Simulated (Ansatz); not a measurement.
# Calculations on Sc12H

## 1. Relaxation

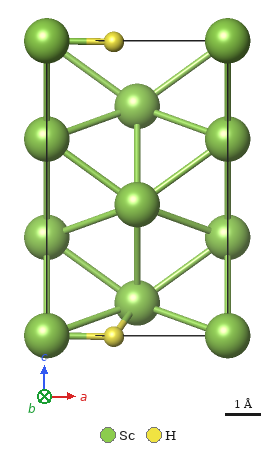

A defect cell of composition Sc12H, before the relaxation. A ball-and-stick model of the cell of the calculation, reduced to other axes, seen along the b axis. Lengths and directions refer to the drawn axes.

It is an interstitial H in hcp Sc. The run prepares an end point of a later path (interstitial hop) calculation, from a guessed geometry.

All numbers below come from DFT LDA, scalar-relativistic, plane waves, PAW in Ansatz.

Input file:
```yaml
crystal:
  lattice:
    - [6.62, 0.0, 0.0]
    - [-4.965, 8.599632, 0.0]
    - [0.0, 0.0, 5.27614]
  atoms:
    - { symbol: Sc, position: [0.0, 0.0, 0.0] }
    - { symbol: Sc, position: [0.1666667, 0.2222222, 0.5] }
    - { symbol: Sc, position: [0.0, 0.3333333, 0.0] }
    - { symbol: Sc, position: [0.1666667, 0.5555556, 0.5] }
    - { symbol: Sc, position: [0.0, 0.6666667, 0.0] }
    - { symbol: Sc, position: [0.1666667, 0.8888889, 0.5] }
    - { symbol: Sc, position: [0.5, 0.0, 0.0] }
    - { symbol: Sc, position: [0.6666667, 0.2222222, 0.5] }
    - { symbol: Sc, position: [0.5, 0.3333333, 0.0] }
    - { symbol: Sc, position: [0.6666667, 0.5555556, 0.5] }
    - { symbol: Sc, position: [0.5, 0.6666667, 0.0] }
    - { symbol: Sc, position: [0.6666667, 0.8888889, 0.5] }
    - { symbol: H, position: [0.0182771, 0.0035888, 0.6295453] }
basis:
  ecutwfc: 420.0
kpoints:
  mp_grid: { grid: [3, 2, 3] }
hamiltonian:
  xc: lda
scf:
  occupations: { method: gaussian, width: 0.05 }
  lower_state_search: "off"
relax:
  f_tol: 0.03
  max_steps: 60
  adjacent_minimum: "off"
```

Launched with:
```bash
ansatz run input.yaml --threads 2 --pin off --max-ram 5120MiB --backend cpu --events-out ev --progress --plain --runs-dir out
```

**What does the optimiser find from here?**

The atom that moves furthest is H13 (0.19 Å roughly along [2 −1 0]). Largest moves by element: H 0.19 Å, Sc 0.08 Å. The cell stays as it was. Among the contacts that change: Sc12–H13 2.129 → 1.993 Å, Sc1–Sc12 3.258 → 3.348 Å, Sc1–Sc6 3.258 → 3.342 Å, Sc1–H13 1.958 → 2.039 Å. Bond angles that change, for instance: Sc1–H13–Sc6 112.4° → 104.5°, Sc2–H13–Sc12 106.4° → 114.2°, Sc1–H13–Sc2 110.7° → 104.9°. Over 4 geometry steps the energy falls by 70.5 meV per cell of the calculation. Largest force component: 0.4 eV/Å at the start, 0.005 eV/Å at the end. The run took 60 s on 2 threads of Intel(R) Xeon(R) Processor @ 2.70GHz, on a shared host, peak memory 0.65 GiB.

The structure at the end:

```
Sc H
1.0
     6.62000    0.00000    0.00000
    -4.96500    8.59963    0.00000
     0.00000    0.00000    5.27614
Sc H
12 1
Direct
  0.00160 0.00038 0.98584
  0.17052 0.22555 0.50383
  0.00076 0.33220 0.00342
  0.16487 0.55370 0.50455
  0.00326 0.66844 0.00438
  0.16918 0.88838 0.50389
  0.50152 0.99982 0.00408
  0.66708 0.22148 0.50257
  0.50125 0.33385 0.00293
  0.66980 0.55697 0.50413
  0.50078 0.66661 0.00578
  0.66554 0.88825 0.50478
  0.00211 0.00129 0.59937
```

The end point in the same view:

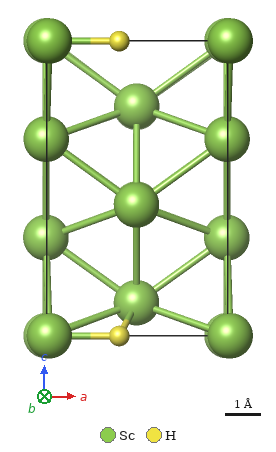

Limits of the set-up: the k-point mesh is coarse for a cell with partly filled bands; the periodic images lie only 5.3 Å apart, so the values are limited by the cell's size.

## 2. Relaxation

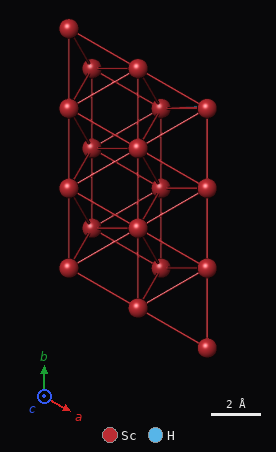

A defect cell of composition Sc12H, before the relaxation. Style: ball-and-stick. Shown: the cell of the calculation, along the c axis.

It is an interstitial H in hcp Sc. The run prepares an end point of a later path (interstitial hop) calculation, from a guessed geometry.

These are results of DFT LDA, scalar-relativistic, plane waves, PAW in Ansatz 0.2.0, not measurements.

The input:
```yaml
crystal:
  lattice:
    - [6.62, 0.0, 0.0]
    - [-4.965, 8.599632, 0.0]
    - [0.0, 0.0, 5.27614]
  atoms:
    - { symbol: Sc, position: [0.0, 0.0, 0.0] }
    - { symbol: Sc, position: [0.16666667, 0.22222223, 0.5] }
    - { symbol: Sc, position: [1.0e-08, 0.33333334, 0.0] }
    - { symbol: Sc, position: [0.16666668, 0.55555557, 0.5] }
    - { symbol: Sc, position: [2.0e-08, 0.66666669, 0.0] }
    - { symbol: Sc, position: [0.16666669, 0.88888892, 0.5] }
    - { symbol: Sc, position: [0.5, 0.0, 0.0] }
    - { symbol: Sc, position: [0.66666667, 0.22222223, 0.5] }
    - { symbol: Sc, position: [0.50000001, 0.33333334, 0.0] }
    - { symbol: Sc, position: [0.66666668, 0.55555557, 0.5] }
    - { symbol: Sc, position: [0.50000002, 0.66666669, 0.0] }
    - { symbol: Sc, position: [0.66666669, 0.88888892, 0.5] }
    - { symbol: H, position: [-0.01841452, 0.00019833, 0.38630203] }
basis:
  ecutwfc: 420.0
kpoints:
  mp_grid: { grid: [3, 2, 3] }
hamiltonian:
  xc: lda
scf:
  occupations: { method: gaussian, width: 0.05 }
  lower_state_search: "off"
relax:
  f_tol: 0.03
  max_steps: 60
  adjacent_minimum: "off"
```

Run as
```bash
ansatz run input.yaml --threads 2 --pin off --max-ram 5120MiB --backend cpu --events-out ev --progress --plain --runs-dir out
```

Q: What does the optimiser find from here?

A: The atom that moves furthest is H13 (0.14 Å along [1 0 1]). By element the largest moves are H 0.14 Å, Sc 0.08 Å. The cell doesn't change. Among the contacts that change: Sc6–H13 2.106 → 1.995 Å, Sc1–Sc12 3.258 → 3.349 Å, Sc12–H13 1.904 → 1.993 Å, Sc1–Sc6 3.258 → 3.343 Å. Bond angles that change, for instance: Sc1–H13–Sc12 111.3° → 104.5°, Sc2–H13–Sc6 107.2° → 113.9°, Sc1–H13–Sc2 107.2° → 104.9°. Over 4 geometry steps the energy falls by 63.6 meV per cell of the calculation. The largest force component goes from 0.62 to 0.01 eV/Å. The run took 61 s on 2 threads of Intel(R) Xeon(R) Processor @ 2.70GHz (shared host), peak memory 0.65 GiB.

Final geometry:

```
CELL_PARAMETERS angstrom
6.62000 0.00000 0.00000
-4.96500 8.59963 0.00000
0.00000 0.00000 5.27614
ATOMIC_POSITIONS crystal
Sc 0.99887 0.00011 0.01547
Sc 0.16799 0.22544 0.49739
Sc 0.99812 0.33192 0.99783
Sc 0.16208 0.55330 0.49680
Sc 0.00061 0.66849 0.99667
Sc 0.16636 0.88815 0.49720
Sc 0.49869 0.99959 0.99691
Sc 0.66430 0.22121 0.49857
Sc 0.49824 0.33346 0.99824
Sc 0.66698 0.55667 0.49708
Sc 0.49785 0.66625 0.99553
Sc 0.66246 0.88786 0.49663
H 0.99903 0.00109 0.40198
```

After the run, drawn alike:

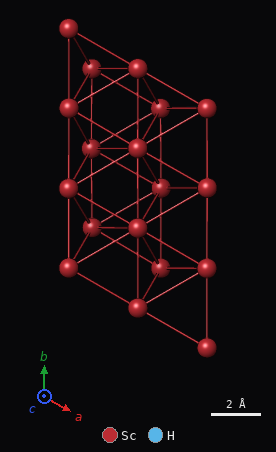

Limits of the set-up: the k-point mesh is coarse for a cell with partly filled bands; the periodic images lie only 5.3 Å apart, so the values are limited by the cell's size.

## 3. Path

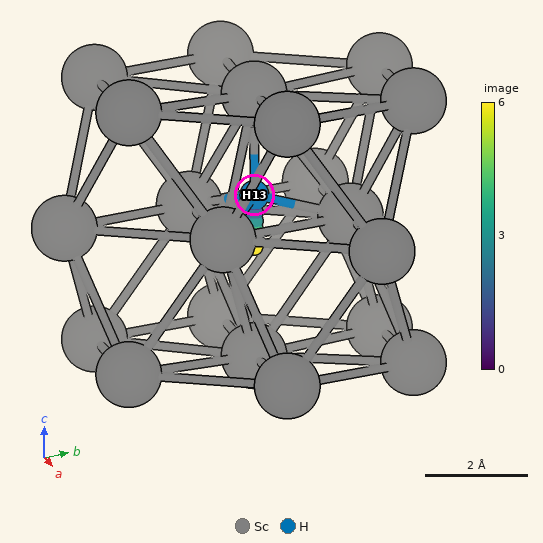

A nudged-elastic-band calculation for Sc with an interstitial H (13 atoms in the cell). Images are numbered from 0 (start) to 6 (end). The start is drawn whole; smaller spheres mark the moving atoms (H) in the later images, joined by lines and coloured by the number of the image. Style: ball-and-stick. Shown: the atoms within 4.7 Å of the middle of the path, slightly off an axis. The moving atom is ringed, with any periodic copies. Bonds to atoms that aren't drawn are left out.

Method: DFT LDA, scalar-relativistic, plane waves, PAW in Ansatz.

The input:
```yaml
crystal:
  lattice:
    - [6.62, 0.0, 0.0]
    - [-4.965, 8.599632, 0.0]
    - [0.0, 0.0, 5.27614]
  atoms:
    - { symbol: Sc, position: [0.00160474, 0.00037667, -0.01416196] }
    - { symbol: Sc, position: [0.17052188, 0.22555254, 0.50382803] }
    - { symbol: Sc, position: [0.00076125, 0.33219562, 0.00342163] }
    - { symbol: Sc, position: [0.16486881, 0.55370497, 0.5045503] }
    - { symbol: Sc, position: [0.00325673, 0.66844361, 0.00438407] }
    - { symbol: Sc, position: [0.16918482, 0.88837975, 0.50388682] }
    - { symbol: Sc, position: [0.50152185, -0.00017921, 0.00407859] }
    - { symbol: Sc, position: [0.66708361, 0.22147894, 0.50256599] }
    - { symbol: Sc, position: [0.50125004, 0.33385215, 0.00292857] }
    - { symbol: Sc, position: [0.66979685, 0.55697054, 0.50413099] }
    - { symbol: Sc, position: [0.50078142, 0.66661241, 0.00578331] }
    - { symbol: Sc, position: [0.66553918, 0.88824598, 0.50477738] }
    - { symbol: H, position: [0.00210614, 0.00128823, 0.59937157] }
basis:
  ecutwfc: 420.0
kpoints:
  mp_grid: { grid: [3, 2, 3] }
hamiltonian:
  xc: lda
scf:
  occupations: { method: gaussian, width: 0.05 }
  lower_state_search: "off"
neb:
  images: 5
  f_tol: 0.03
  initial_path: linear
  max_iterations: 32
  final_atoms:
    - { symbol: Sc, position: [-0.00112944, 0.00010622, 0.01546935] }
    - { symbol: Sc, position: [0.16799196, 0.22543655, 0.49739106] }
    - { symbol: Sc, position: [-0.00188294, 0.33192096, -0.00216773] }
    - { symbol: Sc, position: [0.16207569, 0.55330037, 0.49679509] }
    - { symbol: Sc, position: [0.00061433, 0.66848508, -0.00333225] }
    - { symbol: Sc, position: [0.1663597, 0.88814946, 0.49719673] }
    - { symbol: Sc, position: [0.49868693, -0.00040572, -0.00308596] }
    - { symbol: Sc, position: [0.66430215, 0.22120615, 0.49857497] }
    - { symbol: Sc, position: [0.49824355, 0.33345796, -0.00175972] }
    - { symbol: Sc, position: [0.66697929, 0.55667343, 0.49708052] }
    - { symbol: Sc, position: [0.49785326, 0.66625346, -0.00447137] }
    - { symbol: Sc, position: [0.66245925, 0.88785866, 0.49662841] }
    - { symbol: H, position: [-0.00096812, 0.00108923, 0.40198292] }
  order_check: true
```

Command:
```bash
ansatz run input.yaml --threads 2 --pin off --max-ram 5120MiB --backend cpu --events-out ev --progress --plain --runs-dir out
```

> What moves, how far, and at what cost in energy?

The H atom travels furthest, 1.04 Å from end to end, along −c, on a straight line. At the highest image its nearest neighbour (Sc) is 1.96 Å away, against 1.99 Å at the start, and the surrounding atoms stand up to 0.03 Å off the mean of their end positions. The two ends have the same energy, and the highest point, image 3, lies 0.117 eV above the start. The band converged in 3 iterations. The largest component of the band force went from 0.22 to 0.021 eV/Å. The climbing image converged on the top of the path. A check of its curvatures didn't confirm a first-order saddle.

Limits of the set-up: the k-point mesh is coarse for a cell with partly filled bands; the periodic images lie only 5.3 Å apart, so the values are limited by the cell's size.

Cost: 11 min on 2 threads of Intel(R) Xeon(R) Processor @ 2.70GHz, on a shared host, peak memory 1.4 GiB.
